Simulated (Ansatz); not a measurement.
```
Sn Mg
1.0
     6.55707    0.00000    0.00000
     0.00000    6.55707    0.00000
     0.00000    0.00000    6.55707
Sn Mg
4 8
Direct
  0.00000 0.00000 0.00000
  0.50000 0.50000 0.00000
  0.50000 0.00000 0.50000
  0.00000 0.50000 0.50000
  0.25000 0.25000 0.25000
  0.75000 0.75000 0.25000
  0.75000 0.25000 0.75000
  0.25000 0.75000 0.75000
  0.75000 0.25000 0.25000
  0.25000 0.75000 0.25000
  0.25000 0.25000 0.75000
  0.75000 0.75000 0.75000
```

Space group Fm-3m; started from the antifluorite prototype, which need not be the ambient phase; changed on purpose from its base cell (hydrostatic strain -3.0%); computed pressure about 5 GPa in this cell.

Level of theory: Ansatz, DFT, r2SCAN, plane waves, PAW.

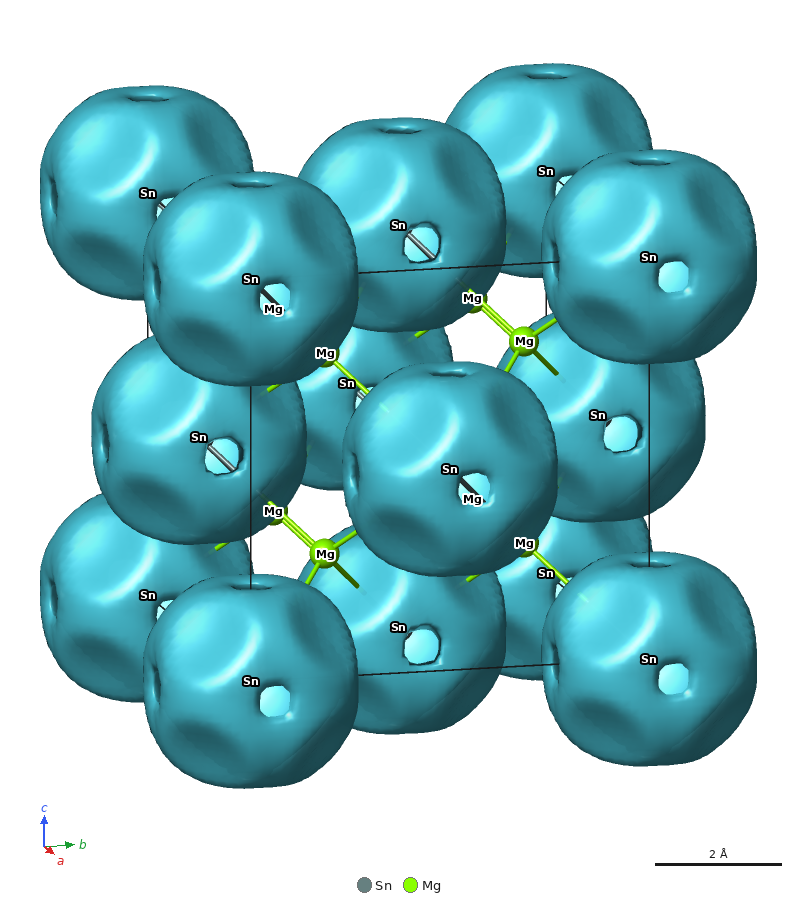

Mg₂Sn. Isosurface of the electron localisation function at 0.6 (cyan), seen slightly off an axis. Core shells and regions of very low density are left out. Sticks mark near contacts.

In a PAW calculation such maps are meaningful between the atoms, not at the nuclei.

Identify the bonds, lone pairs and shells in this picture.

Answer. The ELF exceeds this value in four regions wrapped around Sn (the valence shell of each), counted in one cell of 12 atoms. Regions shared between cells count once. Along the contacts the grid gives the following. Mg–Sn (2.84 Å): the ELF peaks at about 0.70 in the valence shell of Sn, 1.5 Å from its nucleus, and is about 0.70 at the midpoint.
